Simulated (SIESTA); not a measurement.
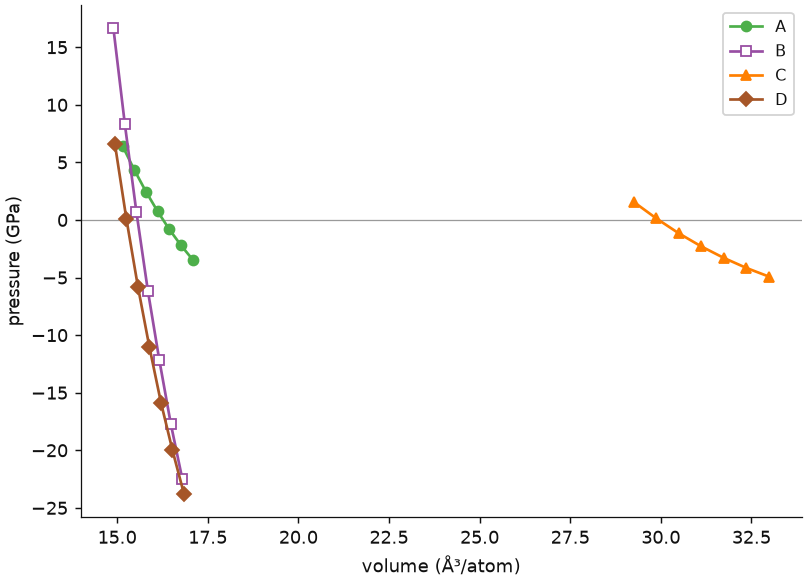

The figure shows the pressure against volume, with one curve for each element, for Al, Bi, Mo and W (all in space group Im-3m (No. 229)). The labels are replaced by letters.

Calculation (SIESTA 5.4.2): DFT in numerical atomic orbitals with pseudopotentials, no spin polarisation; energies at scaled volumes of the given cell, shape and fractions fixed, counted from the fit's minimum, third-order Birch-Murnaghan fit. Level: LDA.

- occupations: Fermi–Dirac
- smearing width: 0.05 eV
- potentials: PseudoDojo 0.4 standard, converted to PSML, two zetas on semicore shells

Question: Which letter stands for which compound?

Answer: A: Al; B: W; C: Bi; D: Mo.

Note: mulliken charges of long orbitals; short basis over semicore shells (W); spin-orbit coupling left out, heavy elements (Bi).
